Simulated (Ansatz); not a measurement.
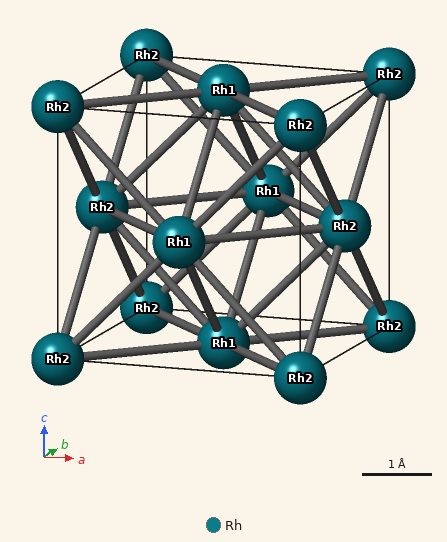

Figure 1. The structure as given in the input (ball-and-stick view of the cell 2 times as large as that of the calculation, set on its symmetry axes, seen slightly off an axis; atoms are numbered from 1 in the order of the input).

**What a change does: single-point calculation on Rh**

System: Rh (Fm-3m, 2 atoms in the cell).
Method of run 1: DFT, PBEsol, plane waves, PAW, no spin polarisation (Ansatz 0.2.0).

The structure derives from an entry of the Crystallography Open Database. Text and figures count atoms from 1; the logs count them from 0 in places.

## Input, run 1
```yaml
crystal:
  lattice:
    - [0.0, -1.8899965799, -1.8899965799]
    - [0.0, 1.8899965799, -1.8899965799]
    - [3.7799931598, 0.0, 0.0]
  atoms:
    - { symbol: Rh, position: [0.5, 0.5, 0.5] }
    - { symbol: Rh, position: [0.0, 0.0, 0.0] }
basis:
  ecutwfc: 420
kpoints:
  mp_grid: { grid: [12, 12, 10] }
hamiltonian:
  xc: pbesol
scf:
  occupations: { method: gaussian, width: 0.15 }
  convergence: { dr2_threshold: 1.0e-11 }
output:
  forces: true
  eigenvalues: true
  stress: true
```

Launched with:
```bash
ansatz run input.yaml --threads 4 --pin off --max-ram 2560MiB --backend cpu --events-out ev --progress --plain --runs-dir out
```

Hardware: 4 threads of Intel Xeon @ 2.30GHz, 28 GiB of memory available, shared host.

## Output, shortened to warnings, some set-up lines, iterations and results (run 1)
```
Basis set: ecut = 420 eV, 513 PW (Γ), exchange–correlation on 36×36×54 points (8 copies of the dense FFT grid, shifted against one another)
Symmetry: 32 space group operations
k-points: 168 of 1440
Initial density: superposition of atomic densities (neutral atoms: chi_scale 0, normalization atom), corrected by the library's trained network
[...]
SCF iter   1: F=—  HF=-12677.512435 eV  |F-HF|=—  |Δ(HF+E_count)|=         —  Δρ=1.01e-2  dr2=2.24e-2  ethr=1.77e-3  ⟨swp⟩=4.7  Hψ=13386  notcnv=0
SCF iter   2: F=—  HF=-12677.508931 eV  |F-HF|=—  |Δ(HF+E_count)|=   3.50e-3  Δρ=5.10e-3  dr2=5.72e-3  ethr=6.60e-5  ⟨swp⟩=2.0  Hψ=6186  notcnv=0
SCF iter   3: F=—  HF=-12677.506890 eV  |F-HF|=—  |Δ(HF+E_count)|=   2.04e-3  Δρ=4.33e-4  dr2=2.02e-5  ethr=1.68e-5  ⟨swp⟩=2.0  Hψ=5013  notcnv=0
SCF iter   4: F=—  HF=-12677.506845 eV  |F-HF|=—  |Δ(HF+E_count)|=   4.46e-5  Δρ=8.26e-5  dr2=3.84e-7  ethr=5.94e-8  ⟨swp⟩=2.3  Hψ=6160  notcnv=0
SCF iter   5: F=—  HF=-12677.506844 eV  |F-HF|=—  |Δ(HF+E_count)|=   1.16e-6  Δρ=1.25e-5  dr2=1.89e-8  ethr=1.13e-9  ⟨swp⟩=2.2  Hψ=6374  notcnv=0
SCF iter   6: F=—  HF=-12677.506844 eV  |F-HF|=—  |Δ(HF+E_count)|=   4.58e-9  Δρ=1.10e-6  dr2=8.03e-11  ethr=5.55e-11  ⟨swp⟩=2.9  Hψ=6621  notcnv=0
SCF iter   7: F=-12677.506844 eV  HF=-12677.506844 eV  |F-HF|=0.00e0  |Δ(HF+E_count)|=  2.18e-11  Δρ=1.17e-7  dr2=1.01e-12  ethr=1.00e-12  ⟨swp⟩=5.3  Hψ=14621  notcnv=0
SCF 1 converged in 7 iterations: F = -12677.506844 eV  dr2 = 1.01e-12
SCF converged after 7 iterations
Free energy (F): -12677.506844 eV
Harris-Foulkes:  -12677.506844 eV  (|F-HF|=0.00e0)
Internal energy: -12677.481236 eV  (E = F + TS)
E sigma→0 (E₀):  -12677.494040 eV
Entropy (-TS):   -0.025608 eV (-12.804 meV/atom)
Fermi energy:    22.758167 eV
--- Per-component energies (eV) ---
  E_band       = -159.876237
  E_kinetic    = 1147.364148
  E_local      = -3081.966758  (includes V_loc(G=0)·N_el)
  E_nonlocal   = 712.441725
  E_hartree    = 1080.978367
  E_xc         = -441.702756
  E_vxc        = -556.570922  (∫ρ·V_xc dr)
  E_paw        = -7047.550287  (= ΣΔE_a)
  E_vpaw       = -543.102790  (= ΣTr[D̂ρ^β])
  E_aug_tail   = 0.001603  (compensation charges beyond the density's cutoff)
  E_ewald      = -5047.599678
  E_core_change = 0.552399  (= ΣΔE_core)
  E_smearing   = -0.025608  (= −TS)
  E_closure    = 0.000000  (closes the sum)
  Σ components = -12677.506844   (vs F -12677.506844, Δ=0.00e0)
--- Forces (eV/Å), atoms counted from 1 ---
  atom   1  Rh     0.00000000     0.00000000    -0.00000000
  atom   2  Rh     0.00000000     0.00000000     0.00000000
  max |Σ_I F_I| component: 1.00e-29 eV/Å
--- Stress (GPa, compression-positive) ---
       -0.180682      -0.000000       0.000000
       -0.000000       0.088354      -0.000000
        0.000000       0.000000       0.088354
  P = ⅓ Tr σ = -0.0013 GPa (-0.013 kbar)
```

The input of run 2 differs as follows (lines with − go, lines with + come):
```diff
-  convergence: { dr2_threshold: 1.0e-11 }
+  write_density: true
+  write_potential: true
+  elf: true
+  volumetric_format: npy
```

Predict how the results change.

Both reach the same energy, so the change doesn't alter the result. The SCF takes 6 iterations against 7.

## Output, shortened to warnings, some set-up lines, iterations and results (run 2)
```
Basis set: ecut = 420 eV, 513 PW (Γ), exchange–correlation on 36×36×54 points (8 copies of the dense FFT grid, shifted against one another)
Symmetry: 32 space group operations
k-points: 168 of 1440
Initial density: superposition of atomic densities (neutral atoms: chi_scale 0, normalization atom), corrected by the library's trained network
[...]
SCF iter   1: F=—  HF=-12677.512435 eV  |F-HF|=—  |Δ(HF+E_count)|=         —  Δρ=1.01e-2  dr2=2.24e-2  ethr=1.77e-3  ⟨swp⟩=4.7  Hψ=13386  notcnv=0
SCF iter   2: F=—  HF=-12677.508931 eV  |F-HF|=—  |Δ(HF+E_count)|=   3.50e-3  Δρ=5.10e-3  dr2=5.72e-3  ethr=6.60e-5  ⟨swp⟩=2.0  Hψ=6186  notcnv=0
SCF iter   3: F=—  HF=-12677.506890 eV  |F-HF|=—  |Δ(HF+E_count)|=   2.04e-3  Δρ=4.33e-4  dr2=2.02e-5  ethr=1.68e-5  ⟨swp⟩=2.0  Hψ=5013  notcnv=0
SCF iter   4: F=—  HF=-12677.506844 eV  |F-HF|=—  |Δ(HF+E_count)|=   4.57e-5  Δρ=8.26e-5  dr2=3.84e-7  ethr=5.94e-8  ⟨swp⟩=2.3  Hψ=6172  notcnv=0
SCF iter   5: F=-12677.506844 eV  HF=-12677.506844 eV  |F-HF|=1.14e-8  |Δ(HF+E_count)|=   4.29e-8  Δρ=1.24e-5  dr2=1.88e-8  ethr=1.13e-9  ⟨swp⟩=2.1  Hψ=6374  notcnv=0
SCF iter   6: F=-12677.506844 eV  HF=-12677.506844 eV  |F-HF|=2.91e-11  |Δ(HF+E_count)|=   4.57e-9  Δρ=1.10e-6  dr2=7.96e-11  ethr=5.54e-11  ⟨swp⟩=5.0  Hψ=20070  notcnv=0
SCF 1 converged in 6 iterations: F = -12677.506844 eV  dr2 = 7.96e-11
SCF converged after 6 iterations
Free energy (F): -12677.506844 eV
Harris-Foulkes:  -12677.506844 eV  (|F-HF|=2.91e-11)
Internal energy: -12677.481236 eV  (E = F + TS)
E sigma→0 (E₀):  -12677.494040 eV
Entropy (-TS):   -0.025608 eV (-12.804 meV/atom)
Fermi energy:    22.758166 eV
--- Per-component energies (eV) ---
  E_band       = -159.876214
  E_kinetic    = 1147.364136
  E_local      = -3081.966615  (includes V_loc(G=0)·N_el)
  E_nonlocal   = 712.441656
  E_hartree    = 1080.978274
  E_xc         = -441.702760
  E_vxc        = -556.570928  (∫ρ·V_xc dr)
  E_paw        = -7047.550251  (= ΣΔE_a)
  E_vpaw       = -543.102835  (= ΣTr[D̂ρ^β])
  E_aug_tail   = 0.001603  (compensation charges beyond the density's cutoff)
  E_ewald      = -5047.599678
  E_core_change = 0.552399  (= ΣΔE_core)
  E_smearing   = -0.025608  (= −TS)
  E_closure    = 0.000000  (closes the sum)
  Σ components = -12677.506844   (vs F -12677.506844, Δ=0.00e0)
--- Forces (eV/Å), atoms counted from 1 ---
  atom   1  Rh    -0.00000000     0.00000000     0.00000000
  atom   2  Rh     0.00000000    -0.00000000    -0.00000000
  max |Σ_I F_I| component: 5.03e-30 eV/Å
--- Stress (GPa, compression-positive) ---
       -0.180666      -0.000000       0.000000
       -0.000000       0.088366      -0.000000
        0.000000       0.000000       0.088366
  P = ⅓ Tr σ = -0.0013 GPa (-0.013 kbar)
```

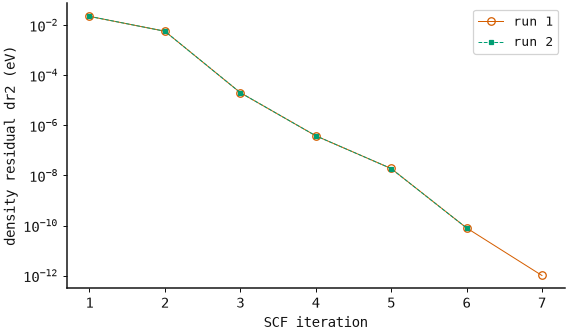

Figure 2. Convergence of the two runs: density residual dr2 against the SCF iteration. Run 1 takes 7 iterations in all, and run 2 takes 6.

## The two runs side by side

| quantity | run 1 | run 2 |
| --- | --- | --- |
| outcome | converged | converged |
| free energy per atom (eV) | −6338.7534 | −6338.7534 |
| energy per atom, smearing taken to zero (eV) | −6338.7470 | −6338.7470 |
| gap on the mesh (eV) | 0.00 | 0.00 |
| pressure (GPa) | 0.00 | 0.00 |
| largest force (eV/Å) | 0.000 | 0.000 |
| SCF iterations | 7 | 6 |
| irreducible k-points | 168 | 168 |
| plane waves at Γ | 513 | 513 |
| wall time (shared host) | 1.5 s | 2 s |
